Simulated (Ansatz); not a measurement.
Take the following structure.

```
CELL_PARAMETERS angstrom
3.98194 0.00000 0.00000
0.00000 4.30710 0.00000
0.00000 0.00000 5.15593
ATOMIC_POSITIONS crystal
Cu 0.25000 0.25000 0.50000
Cu 0.25000 0.75000 0.00000
O 0.50000 0.00000 0.75000
O 0.50000 0.00000 0.25000
Cu 0.75000 0.75000 0.50000
Cu 0.75000 0.25000 0.00000
O 0.00000 0.50000 0.75000
O 0.00000 0.50000 0.25000
```

Question: Give a crystallographic description of this input.

Answer: It has the composition CuO. Space group: Cccm (No. 66). Lattice: base-centred orthorhombic. The cell has 8 atoms, namely 4 Cu, 4 O. Cu is coordinated by four O in a distorted square planar arrangement at 1.95 Å. Around each O lie four Cu in a distorted tetrahedral arrangement at 1.95 Å. The bonds build a three-dimensional framework.

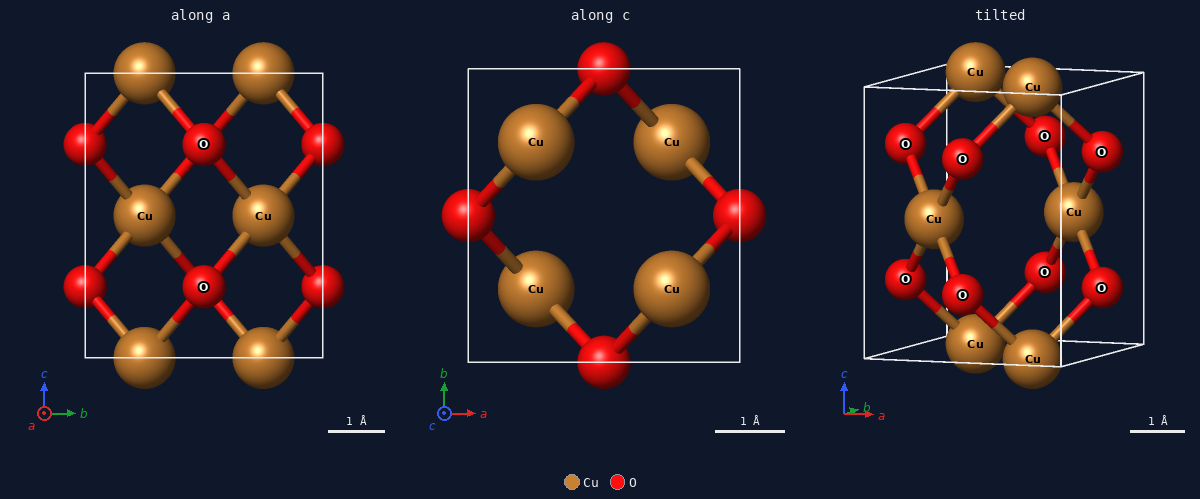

Drawn in the ball-and-stick manner and seen along the a axis, along the c axis and slightly off an axis. The lines enclose the conventional unit cell; boundary atoms appear with their images.

Provenance: a structure listed in the Materials Project. Earlier steps of the study, as a rule a relaxation of our own, may have changed the cell and positions, so they can lie some per cent off the listed ones. It was the input of a calculation with Ansatz.

At this level of theory the run's own cell isn't at rest (compressed, at 15 GPa), so its distances can differ from those at equilibrium, the more so the softer the solid.
